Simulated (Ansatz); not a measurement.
Se

The calculation's input:

```
crystal:
  lattice:
    - [1.689719152, 0.9755598072, 5.0807601582]
    - [3.379438304, 1.9511196145, -5.0807601582]
    - [-5.069157456, 2.9266794218, 0.0]
  atoms:
    - { symbol: Se, position: [0.1428828005, 0.9285585998, 0.0] }
    - { symbol: Se, position: [0.4762161338, 0.2618919331, 0.6666666667] }
    - { symbol: Se, position: [0.8095494671, 0.5952252664, 0.3333333333] }
    - { symbol: Se, position: [0.8571171995, 0.0714414002, 0.0] }
    - { symbol: Se, position: [0.1904505329, 0.4047747336, 0.6666666667] }
    - { symbol: Se, position: [0.5237838662, 0.7381080669, 0.3333333333] }
basis:
  ecutwfc: 420
kpoints:
  mp_grid: { grid: [10, 10, 10] }
hamiltonian:
  xc: pbe
  dispersion: d3bj
scf:
  occupations: { method: gaussian, width: 0.1 }
output:
  forces: true
  stress: true
  eigenvalues: true
  write_density: true
  write_potential: true
  elf: true
  volumetric_format: npy
relax:
  adjacent_minimum: "off"
  f_tol: 0.015
  max_steps: 60
  cell: { stress_tol: 0.15 }
```

Run with:

```sh
ansatz run input.yaml --threads 1 --pin off --max-ram 2560MiB --backend cpu --events-out ev --progress --plain --runs-dir out
```

The fields are those of the relaxed geometry.

Space group R-3m.

The calculation used Ansatz, DFT PBE+D3(BJ), scalar-relativistic, plane waves, PAW.

In a PAW calculation such maps are meaningful between the atoms, not at the nuclei.

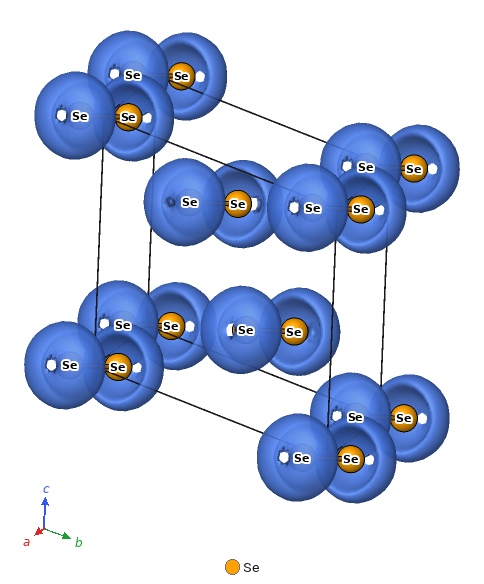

Figure 1. Isosurface of the ELF at 0.8 (blue), seen slightly off an axis. Core shells and regions of very low density are left out. Sticks mark near contacts.

Q: Where are the electrons localised?

A: At this value the surface marks out six rings or bowls of non-bonding electrons around Se, counted in one cell of 6 atoms. Regions shared between cells count once.


Se–Se (2.18 Å): the ELF peaks at about 0.70 between the atoms.

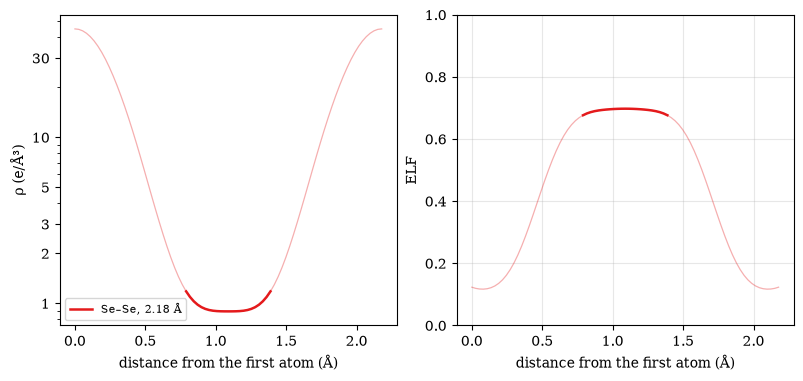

Figure 2. Valence pseudo-density and ELF along straight lines between neighbouring atoms. Thin, pale parts lie inside the atomic spheres.

Q: What can be read from the curves?

A: Se–Se (2.18 Å): the density is about 0.9 e/Å³ at the midpoint; the ELF peaks at about 0.70 between the atoms.

Q: Metal or insulator at this level of theory?

A: It is metallic or semimetallic at this level of theory: no gap opens.
